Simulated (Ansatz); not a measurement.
```
Al P
1.0
     2.73051    2.73051    0.00000
    -2.73051    2.73051    0.00000
     0.00000    0.00000    5.40569
Al P
2 2
Direct
  0.00000 0.00000 0.00000
  0.50000 0.50000 0.50000
  0.50000 0.00000 0.75000
  0.00000 0.50000 0.25000
```

Space group I-4m2; changed on purpose from its base cell (in-plane strain +0.005, out-of-plane length and atoms relaxed by PAW).

Method: DFT, LDA, PAW with Ansatz's default frozen-core files, scalar-relativistic; relaxation of cell and atoms (Ansatz).

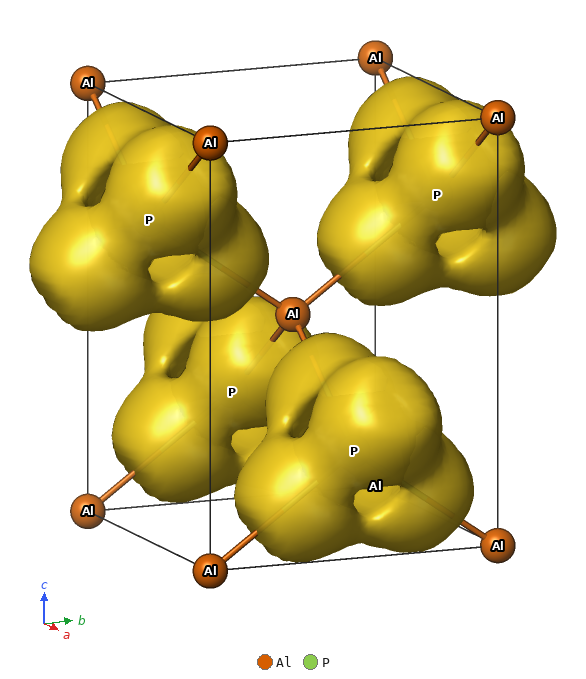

AlP. Isosurface of the ELF at 0.75 (yellow), seen slightly off an axis. Only the valence region is drawn (cores and ρ < 0.01 e/Å³ removed). Sticks mark near contacts.

What do the ELF domains correspond to?

The surface consists of two regions on P in which the atom's valence shell and bonds are merged, counted in one cell of 4 atoms. Regions shared between cells count once. Profiles from the grid: Al–P (2.36 Å): the ELF peaks at about 0.95 between the atoms; a shared electron pair.
